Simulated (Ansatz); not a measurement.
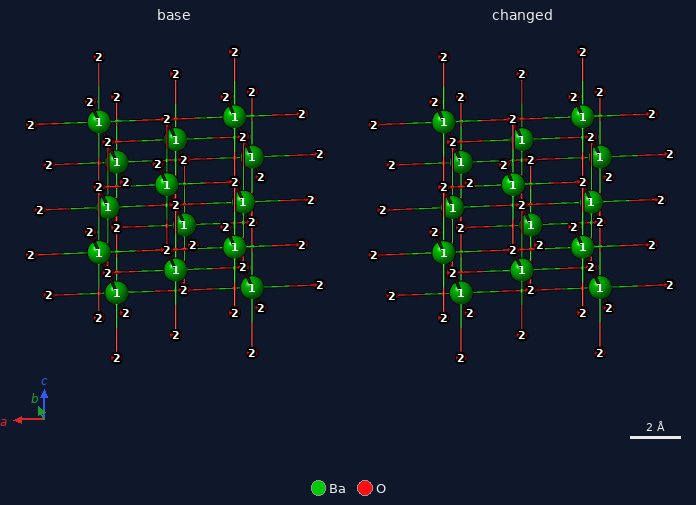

Left: solid BaO (built on the rocksalt type) at its r2SCAN-relaxed geometry. Right: the same structure after one change, at the same scale. The picture is a ball-and-stick view of the conventional cell (4 times the calculation's cell), seen from a free direction. Lengths and directions refer to the drawn axes.

Method: DFT, PBE, plane waves, PAW in Ansatz. (plane-wave cutoff 420 eV; k-point mesh 8 × 8 × 8; occupations fermi dirac; smearing width 0.02 eV; no spin polarisation)

> What distinguishes the right structure from the left one?

The cell is strained by +2.5 % along a and none across it (volume +2.5 %). The atoms were relaxed with r2SCAN under that strain, and this is a single point on that geometry.

> How do the computed properties respond?

The energy changes by less than 1 meV per atom. Pressure: 1.2 GPa before, −0.5 GPa after. The principal stresses (compression positive) are −1.5 GPa along a and none across it. All forces vanish by symmetry. Some distances before and after: Ba–O 2.772 → 2.772 to 2.841 Å. The space group (tolerance 0.01 Å) goes from Fm-3m (No. 225) to I4/mmm (No. 139).
